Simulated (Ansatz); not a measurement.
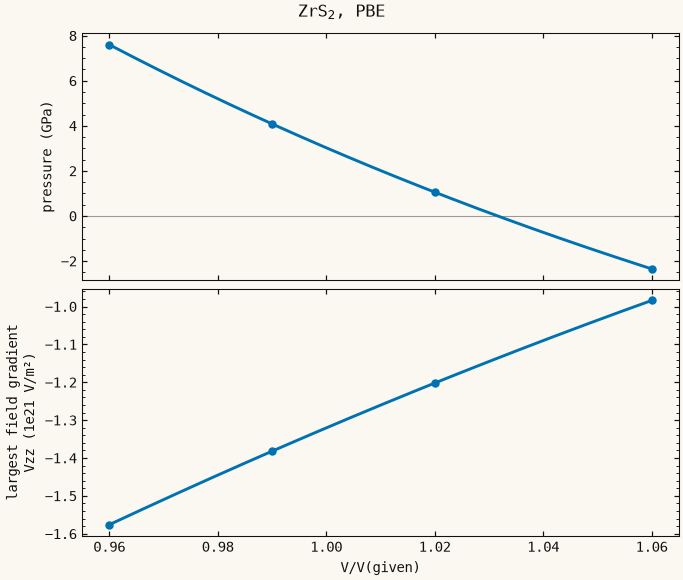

The figure shows the pressure and largest field gradient Vzz against V/V(given) for ZrS₂, space group P-3m1 (No. 164).

Cell as given: a = 3.630 Å, b = 3.630 Å, c = 5.850 Å, α = 90.00°, β = 90.00°, γ = 120.00°; 3 atoms.

Computed with Ansatz 0.2.0: periodic Kohn-Sham DFT of a crystal at fixed atoms, scaled to the stated factor times the given cell; pressure positive in compression. Level: PBE.

```csv
setting,value
method,all-electron PAW
relativity,scalar
k mesh,10×10×5
occupations,Fermi–Dirac
smearing width,0.01 eV
nucleus,Gaussian
```

V(given) is 22.25 Å³/atom.

Question: What does the pressure do across the range?

Answer: It falls from 7.602 GPa at V/V(given) 0.96 to −2.346 GPa at 1.06, and changes sign near 1.03.

Question: Read off the course of the largest field gradient Vzz.

Answer: It rises from −1.576 1e21 V/m² at V/V(given) 0.96 to −0.984 1e21 V/m² at 1.06.

Caveats: shape and atomic fractions are frozen while scaling, which makes layered, chain and framework solids too stiff.
